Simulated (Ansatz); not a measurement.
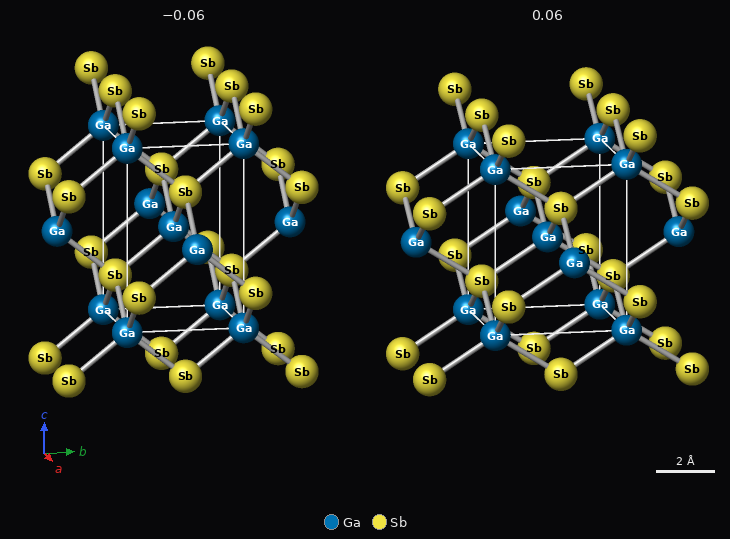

Solid GaSb (set up in F-43m), under biaxial strain in the a–b plane (c relaxed, atoms fixed by symmetry), with energies (extrapolated to zero smearing) counted from the relaxed crystal, which is the row at zero; the cubic crystal is set up in a tetragonal cell with a = a(cubic)/√2 and c = a(cubic). The picture shows the first and the last member. A ball-and-stick model of the cell of the calculation, seen slightly off an axis.

Computed with Ansatz 0.2.0: DFT PBE, scalar-relativistic, plane waves, PAW. (plane-wave cutoff 420 eV; k-point mesh 10 × 10 × 8; occupations gaussian; smearing width 0.1 eV; no spin polarisation; force threshold 0.008 eV/Å)

```json
{"strain": "−0.06", "energy (meV/atom)": "60.11", "a (Å)": "4.131", "c (Å)": "6.528"}
{"strain": "−0.04", "energy (meV/atom)": "25.41", "a (Å)": "4.219", "c (Å)": "6.420"}
{"strain": "−0.02", "energy (meV/atom)": "6.01", "a (Å)": "4.307", "c (Å)": "6.316"}
{"strain": "0.0", "energy (meV/atom)": "0.00", "a (Å)": "4.395", "c (Å)": "6.215"}
{"strain": "0.02", "energy (meV/atom)": "5.51", "a (Å)": "4.483", "c (Å)": "6.104"}
{"strain": "0.04", "energy (meV/atom)": "?", "a (Å)": "?", "c (Å)": "?"}
{"strain": "0.06", "energy (meV/atom)": "44.75", "a (Å)": "4.659", "c (Å)": "5.878"}
```

Estimate the missing row from the others, and compare with the calculation.

Answer. A parabola through three neighbouring rows (0.0, 0.02, 0.06) gives, with Lagrange weights, (−0.3333)(0.00) + (1.0000)(5.51) + (0.3333)(44.75) = 20.43 meV/atom. The calculation gives 20.97 meV/atom (a = 4.571 Å, c = 5.994 Å). The estimate is 0.54 meV/atom too low. From the first member to the last: Ga–Sb 2.632 → 2.754 Å.

The whole series:

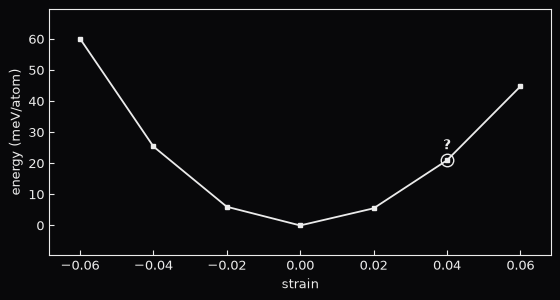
